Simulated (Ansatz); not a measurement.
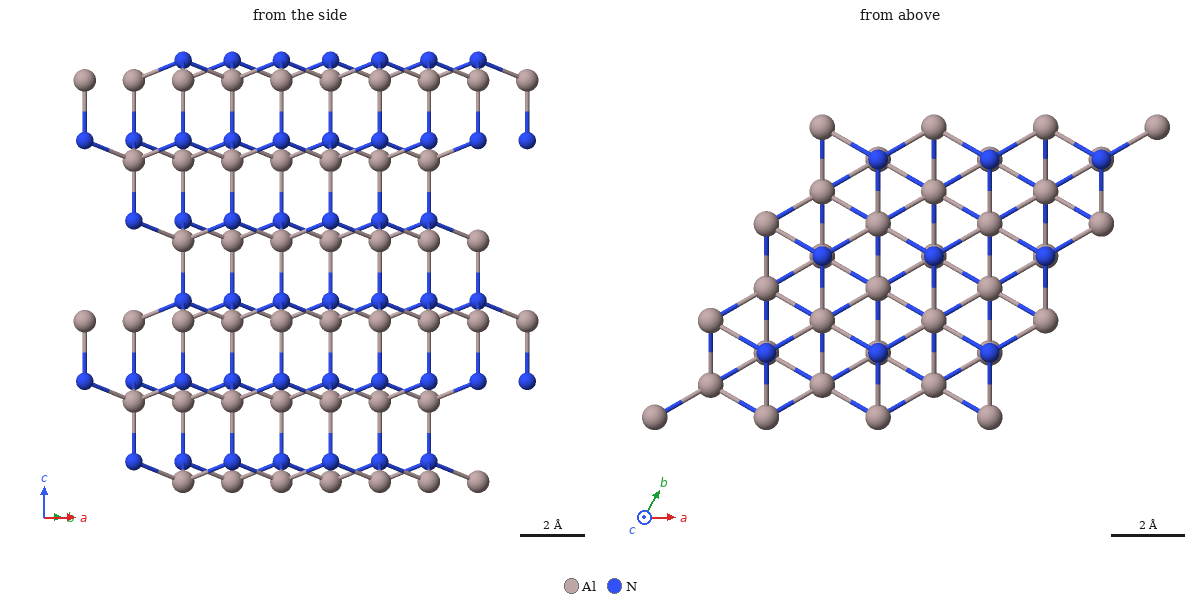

A ball-and-stick picture of a periodic slab, seen from the side and from above. The surface normal points up in side views; the vacuum is left out. 3×3 cells are drawn in the plane, with atoms at the edges repeated.

The cell holds 6 Al, 6 N.

With which atoms do the two faces end?

Answer. The top face ends in N, the bottom face in Al. The faces differ, so the slab can carry a dipole.

What height do the atoms span?

Answer. About 13 Å from the lowest to the highest atom.

Name the atomic layers in order from the top face down.

Answer. Twelve planes: N / Al / N / Al / N / Al / N / Al / N / Al / N / Al.

Starting structure: a structure listed in the Materials Project. The cell was then strained or its atoms displaced on purpose. It was the input of a calculation with Ansatz.

At this level of theory the run's own cell isn't at rest (forces up to 2.4 eV/Å), so its distances can differ from those at equilibrium, the more so the softer the solid.
